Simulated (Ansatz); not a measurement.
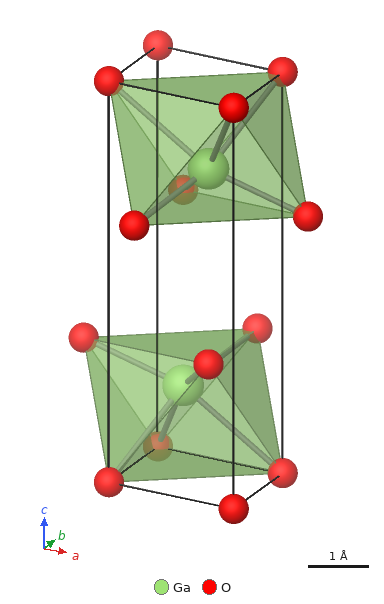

Polyhedral representation of a periodic structure, projected slightly off an axis. The lines enclose the conventional unit cell; boundary atoms appear with their images. A few atoms beyond the faces are included.

Ga$_{2}$O$_{3}$, space group P-3m1 (No. 164), a = 2.991 Å, b = 2.991 Å, c = 6.846 Å, α = 90.00°, β = 90.00°, γ = 120.00°. The structure comes from a structure type filled with these elements by a generator (whether the compound takes this form wasn't checked). Earlier steps of the study may have refined or changed the cell and positions. It was run through Ansatz as a DFT input.

This one geometry was computed with Ansatz (DFT, plane waves, PAW) at six levels of theory: PBE, r2SCAN0, LDA, PBE0, r2SCAN and PBE with spin-orbit coupling. It was relaxed beforehand with r2SCAN.

Question: Which level gives the highest pressure at this volume, and what does that say about its equilibrium volume?

Answer: Highest: PBE (8.3 GPa) and PBE with spin-orbit coupling (8.3 GPa), which points to the largest equilibrium volume. Lowest, with the smallest volume: r2SCAN0 (-5.2 GPa) and LDA (-4.7 GPa). Levels within 0.5 GPa of each other can't be told apart.

Question: How does the band gap change with the level of theory?

Answer: LDA: a gap of 2.40 eV, direct; PBE: a gap of 2.51 eV, direct; PBE with spin-orbit coupling: a gap of 2.51 eV, direct; r2SCAN: a gap of 3.12 eV, direct; PBE0: a gap of 4.91 eV, direct; r2SCAN0: a gap of 5.34 eV, direct.

Question: Collect the results in a table.

Answer:
| level | cutoff (eV) | k-mesh of the run's cell | gap (eV) | pressure (GPa) |
| --- | --- | --- | --- | --- |
| PBE | 420 | 12×12×4 | 2.51 | 8.3 |
| r2SCAN0 | 500 | 6×6×2 | 5.34 | -5.2 |
| LDA | 420 | 12×12×4 | 2.40 | -4.7 |
| PBE0 | 420 | 6×6×2 | 4.91 | -0.3 |
| r2SCAN | 500 | 12×12×4 | 3.12 | 0.0 |
| PBE with spin-orbit coupling | 420 | 12×12×4 | 2.51 | 8.3 |

Gaps are taken on the k-mesh or band path of each run.
